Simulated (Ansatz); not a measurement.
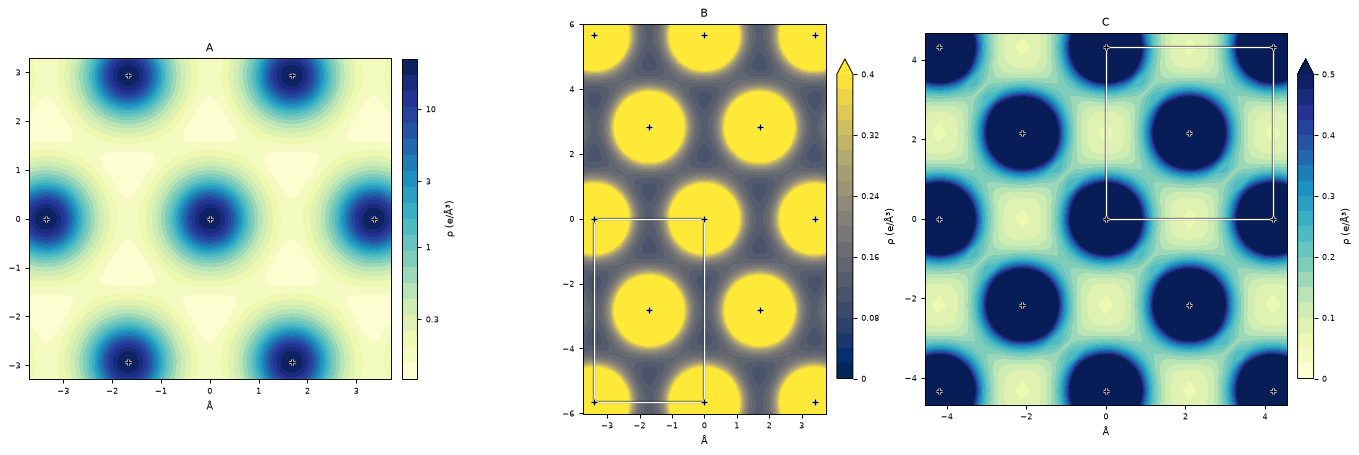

The valence charge density (pseudo) of 3 systems, each on a plane through atoms (crosses mark nuclei in the plane).

Theory: DFT PBE+D3(BJ), scalar-relativistic, plane waves, PAW in Ansatz 0.2.0.

System 1: Ge, the (110) plane of the conventional cell. Space group I4/mmm; a structure from a database of computed crystals, not necessarily the ambient phase; changed on purpose from its base cell (strain +0.030 along x and y, +0.000 along z, atoms carried along); computed pressure about −3 GPa in this cell.

```
Ge
1.0
     2.16131   -2.16131    0.00000
     2.16131    2.16131    0.00000
     0.00000    0.00000    4.19672
Ge
2
Direct
  0.00000 0.00000 0.00000
  0.50000 0.50000 0.50000
```

System 2: Sn, the (110) plane of the conventional cell. Space group I4/mmm; a structure from a database of computed crystals, not necessarily the ambient phase.

System 3: Sb, the (011) plane of the conventional cell. Space group I4/mmm; a structure from a database of computed crystals, not necessarily the ambient phase; changed on purpose from its base cell (strain +0.0150 x Voigt [0, 1, 0, 0, 0, 0], atoms carried along); computed pressure about −2 GPa in this cell; computed without spin polarisation.

Match each panel to its system.

Panel A is system 3, Sb: the plane holds Sb. Sb–Sb (3.35 Å): ρ at the midpoint is about 0.16 e/Å³. Panel B is system 2, Sn: the plane holds Sn. Sn–Sn (3.30 Å): the density is about 0.16 e/Å³ at the midpoint. Panel C is system 1, Ge: the plane holds Ge. Ge–Ge (3.01 Å): the density is about 0.18 e/Å³ at the midpoint.
